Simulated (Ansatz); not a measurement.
Ga₁₅As₁₇: geometry relaxation (part 1 of 2)

- system: Ga₁₅As₁₇ (defect cell, 32 atoms in the cell)
- method: DFT, LDA, plane waves, PAW, no spin polarisation (Ansatz 0.2.0)

The structure derives from a Materials Project entry. It belongs to a series of runs on one base structure; here: As on a Ga site (a), charge +0, atoms relaxed at the host's cell.

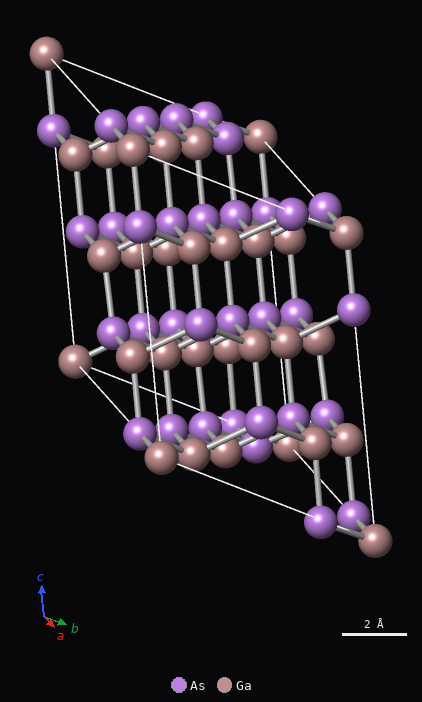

Fig. 1: The structure as given in the input (ball-and-stick view of the cell of the calculation, seen slightly off an axis).

### The input
```yaml
crystal:
  lattice:
    - [-5.603381592, 5.603381592, -5.603381592]
    - [5.603381592, -5.603381592, -5.603381592]
    - [-5.603381592, -5.603381592, 5.603381592]
  atoms:
    - { symbol: As, position: [0.2369454947, 0.7493190492, 0.000638254] }
    - { symbol: Ga, position: [0.0, 0.75, 0.25] }
    - { symbol: Ga, position: [0.75, 0.75, 0.5] }
    - { symbol: Ga, position: [0.5, 0.5, 0.0] }
    - { symbol: Ga, position: [0.5, 0.75, 0.75] }
    - { symbol: Ga, position: [0.25, 0.5, 0.25] }
    - { symbol: Ga, position: [0.0, 0.5, 0.5] }
    - { symbol: Ga, position: [0.75, 0.25, 0.0] }
    - { symbol: Ga, position: [0.75, 0.5, 0.75] }
    - { symbol: Ga, position: [0.5, 0.25, 0.25] }
    - { symbol: Ga, position: [0.25, 0.25, 0.5] }
    - { symbol: Ga, position: [0.0, 0.0, 0.0] }
    - { symbol: Ga, position: [0.0, 0.25, 0.75] }
    - { symbol: Ga, position: [0.75, 0.0, 0.25] }
    - { symbol: Ga, position: [0.5, 0.0, 0.5] }
    - { symbol: Ga, position: [0.25, 0.0, 0.75] }
    - { symbol: As, position: [0.517322345, 0.0041845009, 0.2550733264] }
    - { symbol: As, position: [0.25, 1.0, 0.5] }
    - { symbol: As, position: [1.0, 1.0, 0.75] }
    - { symbol: As, position: [0.75, 0.75, 0.25] }
    - { symbol: As, position: [0.75, 1.0, 1.0] }
    - { symbol: As, position: [0.5, 0.75, 0.5] }
    - { symbol: As, position: [0.2461696773, 0.7523502935, 0.7511159692] }
    - { symbol: As, position: [0.0, 0.5, 0.25] }
    - { symbol: As, position: [0.9820950456, 0.7506711979, 0.9878252278] }
    - { symbol: As, position: [0.75, 0.5, 0.5] }
    - { symbol: As, position: [0.5, 0.5, 0.75] }
    - { symbol: As, position: [0.25, 0.25, 0.25] }
    - { symbol: As, position: [0.2542930583, 0.5049641964, 0.0006162382] }
    - { symbol: As, position: [1.0, 0.25, 0.5] }
    - { symbol: As, position: [0.75, 0.25, 0.75] }
    - { symbol: As, position: [0.5, 0.25, 0.0] }
  host:
    lattice:
      - [0.0, 2.801690796, 2.801690796]
      - [2.801690796, 0.0, 2.801690796]
      - [2.801690796, 2.801690796, 0.0]
    atoms:
      - { symbol: Ga, position: [0.0, 0.0, 0.0] }
      - { symbol: As, position: [0.75, 0.75, 0.75] }
basis:
  ecutwfc: 420
  xc_grid: 2
kpoints:
  mp_grid: { grid: [1, 1, 1], shift: [0.0, 0.0, 0.0] }
hamiltonian:
  xc: lda
scf:
  occupations: { method: gaussian, width: 0.02 }
output:
  forces: true
  stress: false
  eigenvalues: true
  charged_corrections:
    defect_position: [0.25, 0.75, 0.0]
    epsilon: [[15.8256, 0.0, 0.0], [0.0, 15.8256, 0.0], [0.0, 0.0, 15.8256]]
relax:
  adjacent_minimum: "off"
  f_tol: 0.025
  max_steps: 45
```

Run on 4 threads of Intel Xeon @ 2.70GHz, 189 GiB of memory available, shared host.

Launch command:
```bash
ansatz run input.yaml --threads 4 --pin off --max-ram 8192MiB --backend cpu --events-out ev --progress --plain --runs-dir out
```

### The program's output
```
Engine: ansatz 0.2.0, x86_64-unknown-linux-gnu
Pseudopotentials: kind: paw
Pseudopotential: As, paw, valence charge 15, recommended cutoff 420 eV (normal), As.paw.azcp
Pseudopotential: Ga, paw, valence charge 13, recommended cutoff 420 eV (normal), Ga.paw.azcp
Functional definition: SPW92
  exchange = slater_x
  correlation = pw_c
Crystal: 32 atoms, lattice volume = 703.737 Å³
Basis set: ecut = 420 eV, 13811 PW (Γ), exchange–correlation on 144×144×144 points (8 copies of the dense FFT grid, shifted against one another)
Bands: 270, of which v1, the nominal top of the filled ones, is band 225 counted from 1 (224 counted from 0)
Symmetry: 1 space group operations
Space group: P1 (ITA 1), of the structure as read, at distance tolerance 8.9e-5 Å
k-points: 1
Non-local potential: As, projectors of the file, l = 0: 2, l = 1: 2, l = 2: 3, l = 3: 1
Non-local potential: Ga, projectors of the file, l = 0: 2, l = 1: 2, l = 2: 3, l = 3: 1
PAW form: soft (Blöchl's): semilocal exchange-correlation on the pseudo side does not see the compensation charge
PAW frozen core: As, regenerated for the run's functional, and the local potential with it (the file was generated under x = pbe(κ = 0.804, μ = 0.2195149727645171), c = pbe(β = 0.06672455060314922))
PAW frozen core: Ga, regenerated for the run's functional, and the local potential with it (the file was generated under x = pbe(κ = 0.804, μ = 0.2195149727645171), c = pbe(β = 0.06672455060314922))
PAW one-centre angular grid: As, 590 points (default); XC on 64 Gauss nodes
PAW one-centre angular grid: Ga, 590 points (default); XC on 64 Gauss nodes
Initial density: superposition of atomic densities (neutral atoms: chi_scale 0, normalization atom), corrected by the library's trained network
Initial wavefunctions: pseudopotential atomic-orbital guess
Functional: x = slater, c = lda
SCF iter   1: F=—  HF=-136760.884219 eV  |F-HF|=—  |Δ(HF+E_count)|=         —  Δρ=5.38e-3  dr2=1.45e-1  ethr=1.77e-3  ⟨swp⟩=6.0  Hψ=1035  notcnv=0
preconditioner: auto → Resta (q_TF=auto, 2.532 Å⁻¹)  ε∞=3.6  [insulator: Δε(μ)=0.836 eV  Ē_g=14.461 eV  σ=0.020 eV  W_gap=1.00  n_scr=200 (ndim 8)  ℏωp=23.4 eV  f_vac=0.076  D(μ)=0.00/eV (n_scr^D=0)  ε∞_Penn≈3.6]
SCF iter   2: F=—  HF=-136760.833028 eV  |F-HF|=—  |Δ(HF+E_count)|=   5.12e-2  Δρ=2.67e-3  dr2=4.27e-2  ethr=3.22e-5  ⟨swp⟩=3.0  Hψ=536  notcnv=0  defer=39
SCF iter   3: F=—  HF=-136760.819885 eV  |F-HF|=—  |Δ(HF+E_count)|=   1.31e-2  Δρ=9.44e-4  dr2=4.59e-3  ethr=9.48e-6  ⟨swp⟩=2.0  Hψ=462  notcnv=0  defer=39
SCF iter   4: F=—  HF=-136760.816333 eV  |F-HF|=—  |Δ(HF+E_count)|=   3.55e-3  Δρ=2.12e-4  dr2=4.28e-4  ethr=1.02e-6  ⟨swp⟩=2.0  Hψ=462  notcnv=0  defer=39
SCF iter   5: F=—  HF=-136760.816230 eV  |F-HF|=—  |Δ(HF+E_count)|=   1.03e-4  Δρ=5.55e-5  dr2=3.42e-5  ethr=9.52e-8  ⟨swp⟩=2.0  Hψ=456  notcnv=0  defer=39
SCF iter   6: F=-136760.816225 eV  HF=-136760.816229 eV  |F-HF|=4.39e-6  |Δ(HF+E_count)|=   6.93e-7  Δρ=2.62e-5  dr2=7.00e-6  ethr=3.47e-9  ⟨swp⟩=11.0  Hψ=1442  notcnv=0
SCF 1 converged in 6 iterations: F = -136760.816225 eV  dr2 = 7.00e-6
  greatest PAW one-centre occupation: 0.999 electrons in one spin orbital (limit 2), on the As atom at site 0 (counted from 0), in its partial waves of l = 2
relax step   1: F+E_penalty+E_count = -136760.81622502 eV  Δ(F+E_penalty+E_count) = +0.000e0 eV  max|allowed force component| = 1.082e0 eV/Å  Δτ_max = 0.0000 Å  (6 SCF iters, dr2 threshold 1.56e-5 eV, accepted)
Initial density: handed on by an earlier stage of this run
Initial wavefunctions: those handed on with the density
iter 1 solved again at ethr=1.59e-5 eV; its pass at ethr=3.10e-3 eV (dr2=7.17e-2 eV) is discarded
SCF iter   1: F=—  HF=-136761.148870 eV  |F-HF|=—  |Δ(HF+E_count)|=         —  Δρ=4.00e-3  dr2=7.14e-2  ethr=1.59e-5  ⟨swp⟩=2.0  Hψ=837  notcnv=0  defer=39
preconditioner: auto → Resta (q_TF=auto, 2.532 Å⁻¹)  ε∞=3.6  [insulator: Δε(μ)=0.858 eV  Ē_g=14.469 eV  σ=0.020 eV  W_gap=1.00  n_scr=200 (ndim 8)  ℏωp=23.4 eV  f_vac=0.075  D(μ)=0.00/eV (n_scr^D=0)  ε∞_Penn≈3.6]
SCF iter   2: F=—  HF=-136761.131673 eV  |F-HF|=—  |Δ(HF+E_count)|=   1.72e-2  Δρ=2.04e-3  dr2=1.69e-2  ethr=1.59e-5  ⟨swp⟩=2.0  Hψ=302  notcnv=0  defer=39
SCF iter   3: F=—  HF=-136761.127718 eV  |F-HF|=—  |Δ(HF+E_count)|=   3.95e-3  Δρ=3.17e-4  dr2=9.70e-4  ethr=3.76e-6  ⟨swp⟩=2.0  Hψ=462  notcnv=0  defer=39
SCF iter   4: F=—  HF=-136761.127478 eV  |F-HF|=—  |Δ(HF+E_count)|=   2.40e-4  Δρ=1.20e-4  dr2=1.10e-4  ethr=2.16e-7  ⟨swp⟩=2.0  Hψ=451  notcnv=0  defer=39
SCF iter   5: F=-136761.127447 eV  HF=-136761.127459 eV  |F-HF|=1.17e-5  |Δ(HF+E_count)|=   1.93e-5  Δρ=4.36e-5  dr2=1.27e-5  ethr=1.62e-8  ⟨swp⟩=9.0  Hψ=1290  notcnv=0
SCF 2 converged in 5 iterations: F = -136761.127447 eV  dr2 = 1.27e-5
relax step   2: F+E_penalty+E_count = -136761.12744723 eV  Δ(F+E_penalty+E_count) = -3.112e-1 eV  max|allowed force component| = 2.515e-1 eV/Å  Δτ_max = 0.1088 Å  (5 SCF iters, dr2 threshold 7.31e-5 eV, accepted)
SCF iter   1: F=—  HF=-136761.160455 eV  |F-HF|=—  |Δ(HF+E_count)|=         —  Δρ=1.95e-3  dr2=1.56e-2  ethr=2.76e-5  ⟨swp⟩=4.0  Hψ=467  notcnv=0  defer=41
preconditioner: auto → Resta (q_TF=auto, 2.532 Å⁻¹)  ε∞=3.6  [insulator: Δε(μ)=0.866 eV  Ē_g=14.477 eV  σ=0.020 eV  W_gap=1.00  n_scr=200 (ndim 8)  ℏωp=23.4 eV  f_vac=0.076  D(μ)=0.00/eV (n_scr^D=0)  ε∞_Penn≈3.6]
SCF iter   2: F=—  HF=-136761.156997 eV  |F-HF|=—  |Δ(HF+E_count)|=   3.46e-3  Δρ=9.67e-4  dr2=3.10e-3  ethr=3.46e-6  ⟨swp⟩=2.0  Hψ=312  notcnv=0  defer=41
SCF iter   3: F=—  HF=-136761.156686 eV  |F-HF|=—  |Δ(HF+E_count)|=   3.10e-4  Δρ=1.73e-4  dr2=1.94e-4  ethr=6.90e-7  ⟨swp⟩=2.0  Hψ=441  notcnv=0  defer=41
SCF iter   4: F=—  HF=-136761.156653 eV  |F-HF|=—  |Δ(HF+E_count)|=   3.31e-5  Δρ=5.57e-5  dr2=2.53e-5  ethr=4.31e-8  ⟨swp⟩=2.0  Hψ=454  notcnv=0  defer=41
SCF iter   5: F=-136761.156642 eV  HF=-136761.156644 eV  |F-HF|=1.48e-6  |Δ(HF+E_count)|=   9.08e-6  Δρ=2.01e-5  dr2=2.67e-6  ethr=8.78e-10  ⟨swp⟩=11.0  Hψ=1391  notcnv=0
SCF 3 converged in 5 iterations: F = -136761.156642 eV  dr2 = 2.67e-6
relax step   3: F+E_penalty+E_count = -136761.15664248 eV  Δ(F+E_penalty+E_count) = -2.920e-2 eV  max|allowed force component| = 2.231e-2 eV/Å  Δτ_max = 0.0377 Å  (5 SCF iters, dr2 threshold 3.95e-6 eV, accepted)
iter 1 solved again at ethr=5.94e-10 eV; its pass at ethr=3.10e-3 eV (dr2=2.67e-6 eV) is discarded
SCF iter   1: F=—  HF=-136761.156644 eV  |F-HF|=—  |Δ(HF+E_count)|=         —  Δρ=2.01e-5  dr2=2.67e-6  ethr=5.94e-10  ⟨swp⟩=1.0  Hψ=630  notcnv=0
preconditioner: auto → Resta (q_TF=auto, 2.532 Å⁻¹)  ε∞=3.6  [insulator: Δε(μ)=0.868 eV  Ē_g=14.471 eV  σ=0.020 eV  W_gap=1.00  n_scr=200 (ndim 8)  ℏωp=23.4 eV  f_vac=0.076  D(μ)=0.00/eV (n_scr^D=0)  ε∞_Penn≈3.6]
SCF iter   2: F=—  HF=-136761.156644 eV  |F-HF|=—  |Δ(HF+E_count)|=   4.30e-7  Δρ=1.08e-5  dr2=8.77e-7  ethr=5.94e-10  ⟨swp⟩=2.0  Hψ=369  notcnv=0
SCF iter   3: F=—  HF=-136761.156644 eV  |F-HF|=—  |Δ(HF+E_count)|=   3.87e-8  Δρ=5.94e-6  dr2=2.89e-7  ethr=1.95e-10  ⟨swp⟩=2.0  Hψ=289  notcnv=0
SCF iter   4: F=-136761.156644 eV  HF=-136761.156644 eV  |F-HF|=6.14e-9  |Δ(HF+E_count)|=   3.88e-8  Δρ=1.08e-6  dr2=1.12e-8  ethr=2.22e-11  ⟨swp⟩=5.0  Hψ=968  notcnv=0
SCF 4 converged in 4 iterations: F = -136761.156644 eV  dr2 = 1.12e-8
relax step   4: F+E_penalty+E_count = -136761.15664360 eV  Δ(F+E_penalty+E_count) = -1.119e-6 eV  max|allowed force component| = 2.229e-2 eV/Å  Δτ_max = 0.0000 Å  (4 SCF iters, accepted)
```

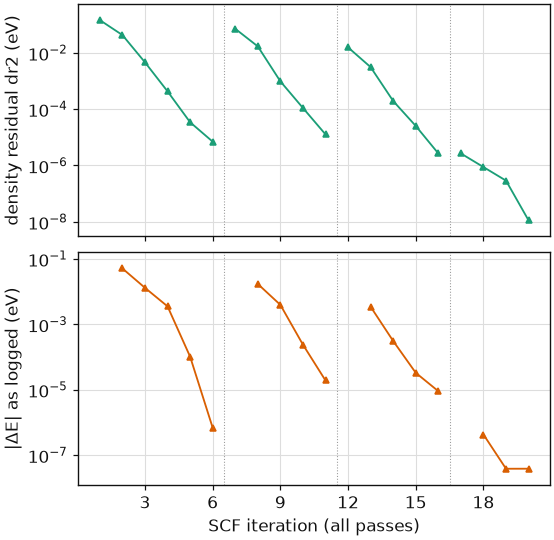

Fig. 2: Convergence of the self-consistent field: density residual dr2 and size of the energy change against the SCF iteration. The dotted lines part the SCF passes of the relaxation: geometry steps, rejected trials and re-solves on a re-selected basis. The passes take 6, 5, 5 and 4 iterations.

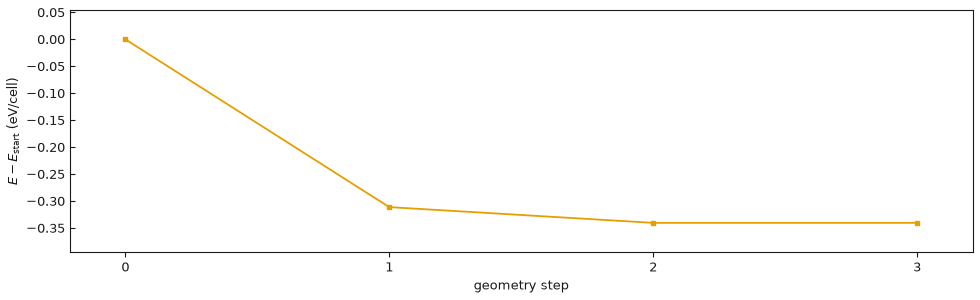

Fig. 3: Progress of the relaxation, step by step (the first geometry is step 0 here and step 1 in the log).

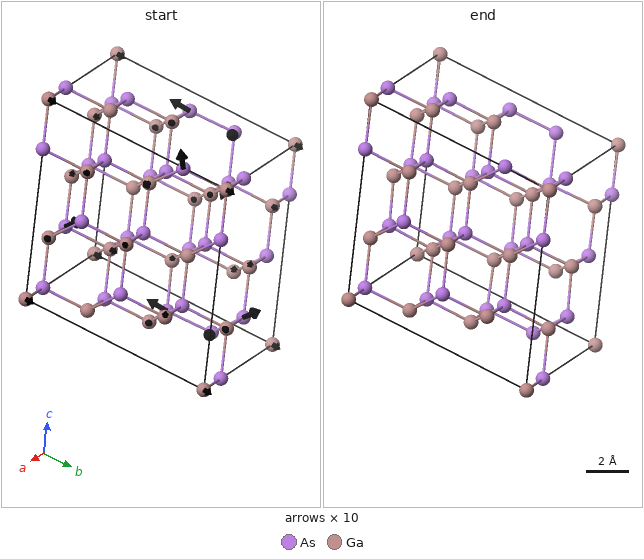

Fig. 4: Before (left) and after (right) the relaxation, at one scale (ball-and-stick view of the cell of the calculation, seen slightly off an axis). The black arrows give the displacements, magnified 10 times. The largest moves, 0.12 Å, are those of As17 and As29. By element the largest moves are As 0.12 Å, Ga 0.05 Å. The lattice vectors keep their values. Distances before and after: Ga14–As17 2.289 → 2.430 Å, Ga12–As25 2.327 → 2.433 Å, Ga9–As25 2.336 → 2.430 Å, As1–As29 2.433 → 2.518 Å. Among the angles that change: As1–As17–Ga14 113.7° → 107.7°, As17–As1–As25 115.9° → 110.5°, As25–As1–As29 114.9° → 109.9°. Over 3 geometry steps the energy falls by 0.340 eV per cell of the calculation. The largest force component goes from 1.1 to 0.022 eV/Å. (Atoms are counted from 1 in the order of the input.)

```
SCF converged after 4 iterations
Free energy (F): -136761.156644 eV
Harris-Foulkes:  -136761.156644 eV  (|F-HF|=6.14e-9)
Internal energy: -136761.156644 eV  (E = F + TS)
E sigma→0 (E₀):  -136761.156644 eV
Fermi energy:    8.765013 eV
--- Per-component energies (eV) ---
  E_band       = -5173.500647
  E_kinetic    = 3538.574678
  E_local      = -62004.499561  (includes V_loc(G=0)·N_el)
  E_nonlocal   = -4907.299881
  E_hartree    = 31401.944213
  E_xc         = -2387.432851
  E_vxc        = -2248.765383  (∫ρ·V_xc dr)
  E_paw        = -58508.086201  (= ΣΔE_a)
  E_vpaw       = -2355.398947  (= ΣTr[D̂ρ^β])
  E_aug_tail   = -0.001656  (compensation charges beyond the density's cutoff)
  E_ewald      = -43955.561492
  E_core_change = 61.206109  (= ΣΔE_core)
  E_smearing   = -0.000000  (= −TS)
  E_closure    = 0.000000  (closes the sum)
  Σ components = -136761.156644   (vs F -136761.156644, Δ=0.00e0)
--- Forces (eV/Å), atoms counted from 1 ---
  atom   1  As    -0.00266726     0.00659016    -0.01092155
  atom   2  Ga     0.00365606     0.00640166    -0.00691811
  atom   3  Ga     0.00512736     0.00584672    -0.00060401
  atom   4  Ga     0.00218179     0.00404338     0.00671579
  atom   5  Ga     0.00252851     0.00642009    -0.00537961
  atom   6  Ga     0.00813882     0.00162012    -0.00438339
  atom   7  Ga     0.00322506     0.00007301    -0.00214390
  atom   8  Ga    -0.00301712     0.00649610    -0.00580221
  atom   9  Ga    -0.00866899    -0.01692894    -0.01028923
  atom  10  Ga    -0.00485251     0.00825089     0.00761119
  atom  11  Ga    -0.00656888     0.01231911    -0.00764578
  atom  12  Ga    -0.01404864     0.01378289     0.01869949
  atom  13  Ga    -0.00789870     0.00205207     0.00758431
  atom  14  Ga     0.00750701    -0.00549280     0.00571791
  atom  15  Ga     0.01358723     0.01675066    -0.00304602
  atom  16  Ga    -0.00515163     0.00268329     0.00609188
  atom  17  As     0.00769172    -0.00652075     0.01251844
  atom  18  As    -0.00919768    -0.00878107     0.00087905
  atom  19  As     0.00395512    -0.00657311     0.00795992
  atom  20  As     0.00558128    -0.00896030    -0.00741023
  atom  21  As    -0.02229339    -0.00014717    -0.00384282
  atom  22  As    -0.01290531    -0.00691826    -0.00549936
  atom  23  As     0.01537675    -0.00066228    -0.00747133
  atom  24  As     0.00138913    -0.00006424     0.00409354
  atom  25  As    -0.00761683    -0.00199962    -0.02144780
  atom  26  As     0.00597767    -0.00171641     0.01712570
  atom  27  As    -0.01626694    -0.00689490    -0.00923963
  atom  28  As     0.00085286     0.01102616     0.00577762
  atom  29  As     0.00457320    -0.00650043     0.01005410
  atom  30  As     0.01695388    -0.00306738     0.01647739
  atom  31  As     0.01008719    -0.00917642    -0.01052969
  atom  32  As     0.00276601    -0.01394023    -0.00472783
  max |Σ_I F_I| component: 1.20e-5 eV/Å
--- Band table (eV) ---
```
